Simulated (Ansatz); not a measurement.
## Electronic structure of CoSi₁₆ (cell with a defect) in real space

```
CELL_PARAMETERS angstrom
0.00000 5.43000 5.43000
5.43000 0.00000 5.43000
5.43000 5.43000 0.00000
ATOMIC_POSITIONS crystal
Si 0.00060 0.00002 0.00165
Si 0.12433 0.12436 0.12434
Si 0.99719 0.99717 0.49921
Si 0.12133 0.12128 0.62528
Si 0.01260 0.49770 0.99902
Si 0.14149 0.61728 0.11937
Si 0.00252 0.49944 0.49793
Si 0.12215 0.62259 0.62589
Si 0.49766 0.01227 0.99888
Si 0.61758 0.14058 0.11950
Si 0.49962 0.00205 0.49802
Si 0.62263 0.12205 0.62576
Si 0.51719 0.51612 0.00545
Si 0.63875 0.63850 0.13917
Si 0.49537 0.49526 0.51198
Si 0.61996 0.61979 0.63189
Co 0.78554 0.78484 0.27954
```

The SCF solution may not be the lowest one; PAW files of the earlier set (soft_1); spin-polarised.

Computed with DFT PBE, scalar-relativistic, plane waves, PAW (Ansatz 0.2.0).

Core electrons are frozen (PAW), and the valence fields are smoothed inside the atomic spheres.

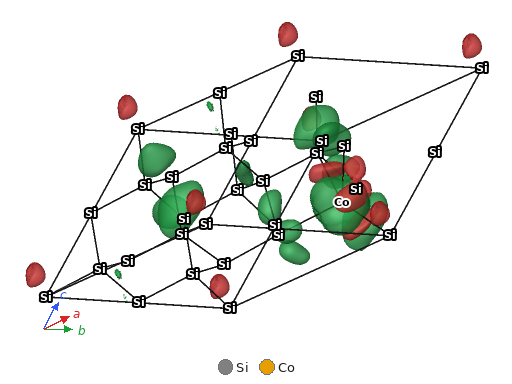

Figure 1. Isosurfaces of the spin density (up minus down) at +0.003 (green) and −0.003 e/Å³ (red), seen at an oblique angle. Sticks mark near contacts.

Question: Describe the spin distribution.

Answer: The spin density sits on Co: +0.3 μB in one cell of 17 atoms: a single local moment. The cell of the calculation (17 atoms) carries 0.5 μB of net spin moment.

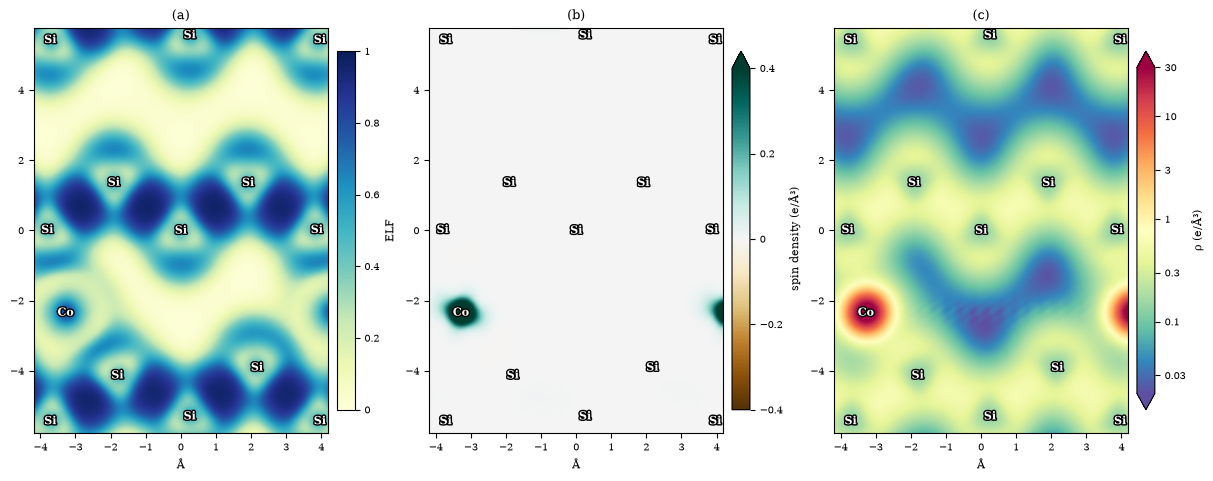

Figure 2. (a) electron localisation function; (b) spin density; (c) valence pseudo-density on the (011̄) plane of the calculation cell.

Question: What do the fields say about this system?

Answer: The section cuts through Si and Co sites.
Co–Si (2.31 Å): the density is about 0.47 e/Å³ at the midpoint; the ELF peaks at about 0.65 in the valence shell of Si, 0.9 Å from its nucleus, and is about 0.45 at the midpoint.
Si–Si (2.31 Å): ρ is about 0.6 e/Å³ halfway; the ELF peaks at about 0.95 between the atoms.
Si–Si (2.35 Å): ρ at the midpoint is about 0.59 e/Å³; the ELF peaks at about 0.95 between the atoms; localised, covalent bonding.
Si–Si (2.37 Å): ρ is about 0.55 e/Å³ halfway; the ELF peaks at about 0.95 between the atoms.
Between the atoms the lowest density in this plane is 0.02 e/Å³.
The features right at Co lie inside the PAW spheres, where the map follows smoothed inner orbitals and isn't to be read closely.

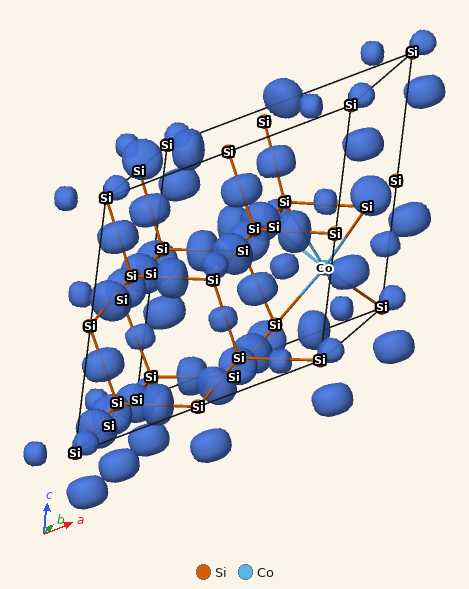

Figure 3. Isosurface of the electron localisation function at 0.85 (blue), seen slightly off an axis. Core shells and regions of very low density are left out. Sticks mark near contacts.

Question: Describe the localisation domains.

Answer: The surface consists of 32 regions between bonded Si–Si atoms (shared pairs), counted in one cell of 17 atoms. Regions shared between cells count once.


Co–Si (2.30 Å): the ELF peaks at about 0.65 in the valence shell of Si, 0.9 Å from its nucleus, and is about 0.45 at the midpoint.
